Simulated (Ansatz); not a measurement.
## Ti3Al: single-point calculation

Ti3Al (4 atoms in the cell), computed with DFT PBEsol, scalar-relativistic, plane waves, PAW, PAW set soft_1, no spin polarisation (Ansatz 0.2.0).

The structure derives from a Materials Project entry. Figures and captions count atoms from 1; the log counts them from 0 in places.

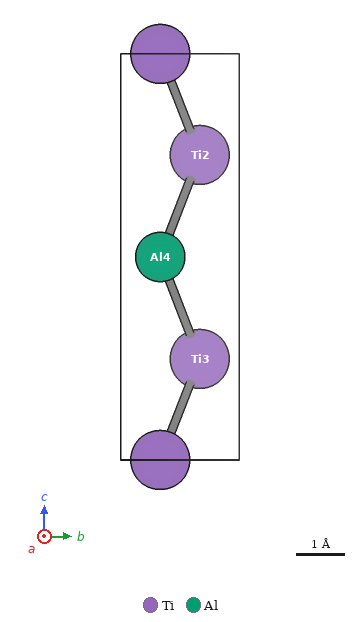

**Figure 1.** The structure (ball-and-stick view of the cell of the calculation, along the a axis; atoms are numbered from 1 in the order of the input). An atom can appear more than once, as a periodic image.

Summary:

| quantity | value |
| --- | --- |
| outcome | converged |
| space group (tolerance 0.01 Å) | P-6m2 (187) |
| electrons treated | 39 |
| free energy | −7946.5030 eV |
| Fermi energy | 13.273 eV |
| gap on the k-point mesh | none (metallic) |
| pressure | 12.13 GPa |
| largest force (length of the vector) | 0.067 eV/Å |
| hardware | 2 threads of Arm Neoverse N1, 98 GiB of memory available, shared host |
| wall time | 30 s (CPU time 60 s) |
| peak memory | 0.49 GiB |

Notes:

The program warns: the PAW datasets were made with another functional.

The input:
```yaml
crystal:
  lattice:
    - [2.8736102185, 0.0, 0.0]
    - [-1.4368051093, 2.4886194499, 0.0]
    - [0.0, 0.0, 8.5354844322]
  atoms:
    - { symbol: Ti, position: [0.6666666667, 0.3333333333, 0.0] }
    - { symbol: Ti, position: [0.3333333333, 0.6666666667, 0.7511732072] }
    - { symbol: Ti, position: [0.3333333333, 0.6666666667, 0.2488267928] }
    - { symbol: Al, position: [0.6666666667, 0.3333333333, 0.5] }
basis:
  ecutwfc: 520.0
kpoints:
  mp_grid: { grid: [18, 18, 6] }
hamiltonian:
  xc: pbesol
  pseudopotentials: { kind: paw, azcp: { folder: soft_1 } }
scf:
  occupations: { method: gaussian, width: 0.15 }
output:
  forces: true
  stress: true
  eigenvalues: true
  write_density: true
  write_potential: true
  elf: true
  volumetric_format: npy
```

Run as:
```bash
ansatz run input.yaml --threads 2 --pin off --max-ram 4096MiB --backend cpu --events-out ev --progress --plain --runs-dir out
```

Log:
```
Warning: [file] the record states the generating functional pbe (its physics header spells it `PBE`), which answers neither for hamiltonian.xc's functional nor for the pbesol family's — results may be inconsistent (PPs are generated against a specific XC)
Warning: [file] the record states the generating functional pbe (its physics header spells it `PBE`), which answers neither for hamiltonian.xc's functional nor for the pbesol family's — results may be inconsistent (PPs are generated against a specific XC)
Engine: ansatz 0.2.0, aarch64-unknown-linux-gnu
Pseudopotentials: kind: paw
Pseudopotential: Ti, paw, valence charge 12, recommended cutoff 420 eV (normal), [file]
Pseudopotential: Al, paw, valence charge 3, recommended cutoff 420 eV (normal), [file]
Functional definition: PBEsol
  exchange = pbesol_x
  correlation = pbesol_c
Crystal: 4 atoms, lattice volume = 61.040 Å³
Basis set: ecut = 520 eV, 1675 PW (Γ), exchange–correlation on 48×48×128 points (8 copies of the dense FFT grid, shifted against one another)
Bands: 24, of which v1, the nominal top of the filled ones, is band 20 counted from 1 (19 counted from 0)
Symmetry: 12 space group operations
Space group: P-6m2 (ITA 187), of the structure as read, at distance tolerance 3.9e-5 Å
k-points: 148 of 1944 (time reversal used)
Non-local potential: Ti, projectors of the file, l = 0: 3, l = 1: 2, l = 2: 3, l = 3: 1
Non-local potential: Al, projectors of the file, l = 0: 2, l = 1: 2, l = 2: 1
PAW form: soft (Blöchl's): semilocal exchange-correlation on the pseudo side does not see the compensation charge
PAW frozen core: Ti, regenerated for the run's functional, and the local potential with it (the file was generated under x = pbe(κ = 0.804, μ = 0.2195149727645171), c = pbe(β = 0.06672455060314922))
PAW frozen core: Al, regenerated for the run's functional, and the local potential with it (the file was generated under x = pbe(κ = 0.804, μ = 0.2195149727645171), c = pbe(β = 0.06672455060314922))
PAW one-centre angular grid: Ti, 590 points (default); XC on 64 Gauss nodes
PAW one-centre angular grid: Al, 110 points (default); XC on 64 Gauss nodes
Initial density: superposition of atomic densities (chi_scale 0.1, normalization cell, long waves kept (reshape's long-wave potential 0.03 eV rms))
Initial wavefunctions: pseudopotential atomic-orbital guess
Functional: x = pbesol(κ = 0.804, μ = 0.12345679012345678), c = pbesol(β = 0.046)
SCF iter   1: F=—  HF=-7947.493547 eV  |F-HF|=—  |Δ(HF+E_count)|=         —  Δρ=5.71e-2  dr2=5.30e0  ethr=3.10e-3  ⟨swp⟩=4.8  Hψ=13103  notcnv=0
preconditioner: auto → Kerker (q_TF=auto, 2.532 Å⁻¹)  [metal: Δε(μ)=0.006 eV  Ē_g=3.263 eV  σ=0.150 eV  W_gap=0.02  n_scr=12 (ndim 8)  ℏωp=18.4 eV  f_vac=0.000  D(μ)=2.99/eV (n_scr^D=38)]
SCF iter   2: F=—  HF=-7946.828129 eV  |F-HF|=—  |Δ(HF+E_count)|=   6.65e-1  Δρ=2.82e-2  dr2=1.88e0  ethr=3.10e-3  ⟨swp⟩=2.0  Hψ=6204  notcnv=0  defer=17
SCF iter   3: F=—  HF=-7946.523899 eV  |F-HF|=—  |Δ(HF+E_count)|=   3.04e-1  Δρ=6.16e-3  dr2=1.18e-1  ethr=3.10e-3  ⟨swp⟩=2.0  Hψ=5076  notcnv=0  defer=17
SCF iter   4: F=—  HF=-7946.503387 eV  |F-HF|=—  |Δ(HF+E_count)|=   2.05e-2  Δρ=1.37e-3  dr2=2.73e-3  ethr=3.04e-4  ⟨swp⟩=1.4  Hψ=4886  notcnv=0  defer=15
SCF iter   5: F=—  HF=-7946.503085 eV  |F-HF|=—  |Δ(HF+E_count)|=   3.02e-4  Δρ=3.98e-4  dr2=1.89e-4  ethr=7.01e-6  ⟨swp⟩=2.0  Hψ=4634  notcnv=0  defer=15
SCF iter   6: F=—  HF=-7946.503055 eV  |F-HF|=—  |Δ(HF+E_count)|=   3.05e-5  Δρ=9.16e-5  dr2=5.87e-6  ethr=4.84e-7  ⟨swp⟩=2.0  Hψ=4159  notcnv=0  defer=15
SCF iter   7: F=—  HF=-7946.503026 eV  |F-HF|=—  |Δ(HF+E_count)|=   2.83e-5  Δρ=1.82e-5  dr2=2.10e-7  ethr=1.50e-8  ⟨swp⟩=2.0  Hψ=4603  notcnv=0  defer=15
SCF iter   8: F=-7946.503026 eV  HF=-7946.503026 eV  |F-HF|=1.78e-8  |Δ(HF+E_count)|=   4.83e-8  Δρ=3.98e-6  dr2=2.02e-8  ethr=2.56e-10  ⟨swp⟩=8.3  Hψ=21956  notcnv=0
SCF 1 converged in 8 iterations: F = -7946.503026 eV  dr2 = 2.02e-8
  Residual-converged pass: ⟨swp⟩=1.0  Hψ=4145  notcnv=0  max |occ|·‖R‖ = 7.1e-9 eV (tolerance 1.0e-8 eV)  dr2=2.02e-8  dr2_onsite=1.47e-9  max |Δocc| = 5.2e-11
  greatest PAW one-centre occupation: 0.999 electrons in one spin orbital (limit 2), on the Ti atom at site 0 (counted from 0), in its partial waves of l = 0
```

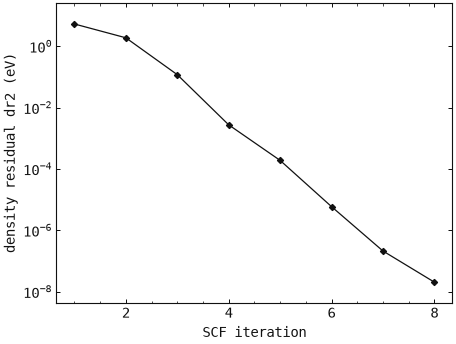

**Figure 2.** Convergence of the self-consistent field: density residual dr2 against the SCF iteration. The residual falls at every step.

```
SCF converged after 8 iterations
Free energy (F): -7946.503026 eV
Harris-Foulkes:  -7946.503026 eV  (|F-HF|=1.78e-8)
Internal energy: -7946.465311 eV  (E = F + TS)
E sigma→0 (E₀):  -7946.484169 eV
Entropy (-TS):   -0.037715 eV (-9.429 meV/atom)
Fermi energy:    13.272754 eV
--- Per-component energies (eV) ---
  E_band       = -435.070177
  E_kinetic    = 875.572841
  E_local      = -3479.591531  (includes V_loc(G=0)·N_el)
  E_nonlocal   = 197.961075
  E_hartree    = 1483.660029
  E_xc         = -386.766792
  E_vxc        = -469.054963  (∫ρ·V_xc dr)
  E_paw        = -3510.469477  (= ΣΔE_a)
  E_vpaw       = -527.276586  (= ΣTr[D̂ρ^β])
  E_aug_tail   = -0.000085  (compensation charges beyond the density's cutoff)
  E_ewald      = -3127.268665
  E_core_change = 0.437293  (= ΣΔE_core)
  E_smearing   = -0.037715  (= −TS)
  E_closure    = 0.000000  (closes the sum)
  Σ components = -7946.503026   (vs F -7946.503026, Δ=0.00e0)
--- Forces (eV/Å), atoms counted from 1 ---
  atom   1  Ti     0.00000000     0.00000000     0.00000000
  atom   2  Ti     0.00000000    -0.00000000     0.06748646
  atom   3  Ti    -0.00000000    -0.00000000    -0.06748646
  atom   4  Al    -0.00000000     0.00000000     0.00000000
  max |Σ_I F_I| component: 3.70e-17 eV/Å
--- Stress (GPa, compression-positive) ---
        7.849743       0.000000       0.000000
        0.000000       7.849743       0.000000
        0.000000       0.000000      20.698925
  P = ⅓ Tr σ = 12.1328 GPa (121.328 kbar)
--- Band table (eV; the first three rows and the last of 148) ---
  k-point 0: bands = ["-42.9550", "-42.8404", "-42.7422", "-19.7606", "-19.3334", "-18.9640", "-18.9640", "-18.8895", "-18.8734", "-18.8734", "-18.8114", "-18.8114", "4.5616", "8.2845", "8.4883", "10.6503", "12.9697", "14.0184", "14.0184", "14.1229", "14.1229", "14.4890", "14.5115", "14.6325"]
  k-point 1: bands = ["-42.9550", "-42.8405", "-42.7421", "-19.7614", "-19.3318", "-18.9640", "-18.9640", "-18.8904", "-18.8734", "-18.8734", "-18.8114", "-18.8114", "4.5775", "7.8675", "8.9914", "10.6175", "12.8752", "14.0201", "14.0201", "14.1196", "14.1196", "14.4344", "14.5315", "14.6373"]
  k-point 2: bands = ["-42.9550", "-42.8406", "-42.7421", "-19.7628", "-19.3285", "-18.9640", "-18.9640", "-18.8922", "-18.8735", "-18.8735", "-18.8114", "-18.8114", "4.6107", "7.5226", "9.5713", "10.5004", "12.6700", "14.0236", "14.0236", "14.1132", "14.1132", "14.3510", "14.5560", "14.6467"]
  k-point 147: bands = ["-42.7472", "-42.7306", "-42.7304", "-19.5566", "-19.5456", "-19.4623", "-19.2879", "-19.2827", "-19.2221", "-19.1310", "-18.9758", "-18.9727", "10.9557", "11.0326", "11.3125", "11.7176", "11.9064", "11.9456", "12.2635", "12.5420", "13.1894", "13.4374", "13.5291", "15.4344"]
```

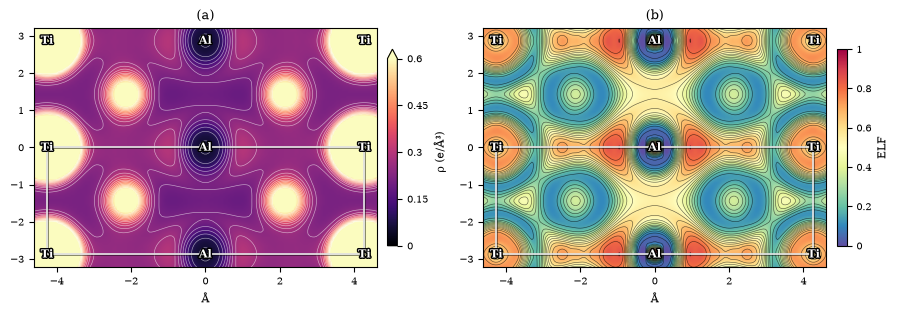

**Figure 3.** (a) valence electron density; (b) ELF on the (11̄0) plane of the conventional cell. The section cuts through Ti and Al sites. Al–Al (2.87 Å): ρ at the midpoint is about 0.2 e/Å³; the ELF is about 0.55 at the midpoint, which marks metallic bonding. Ti–Ti (2.87 Å): ρ is about 0.21 e/Å³ halfway; the ELF is about 0.25 at the midpoint; no shared electron pair. Away from the nuclei the density in this plane falls to 0.19 e/Å³ at its lowest.  The strong features right at Ti lie inside the PAW spheres (semicore, d or f shells) and say nothing about bonding. In a PAW calculation such maps are meaningful between the atoms, not at the nuclei.

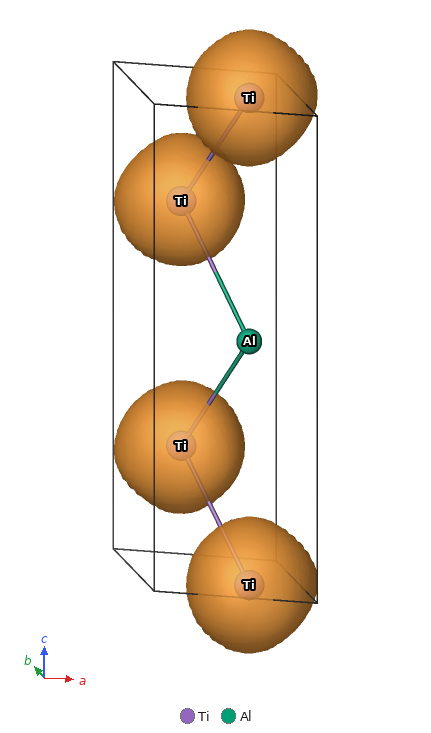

**Figure 4.** Isosurface of the valence charge density (pseudo) at 0.3 e/Å³ (orange), seen slightly off an axis. Sticks mark near contacts. The outline is the cell set on symmetry axes. At this value the density breaks into separate islands; it holds about 75 % of the electrons treated as valence (semicore included). It is pinched off along the Ti–Ti (2.70 Å), Ti–Al (2.71 Å), Al–Al (2.87 Å) and Ti–Ti (2.87 Å) contacts. On the grid the lowest density along these lines, outside the cores, is 0.23 e/Å³ (Ti–Ti, 2.70 Å), 0.24 e/Å³ (Ti–Al, 2.71 Å), 0.2 e/Å³ (Al–Al, 2.87 Å) and 0.21 e/Å³ (Ti–Ti, 2.87 Å).
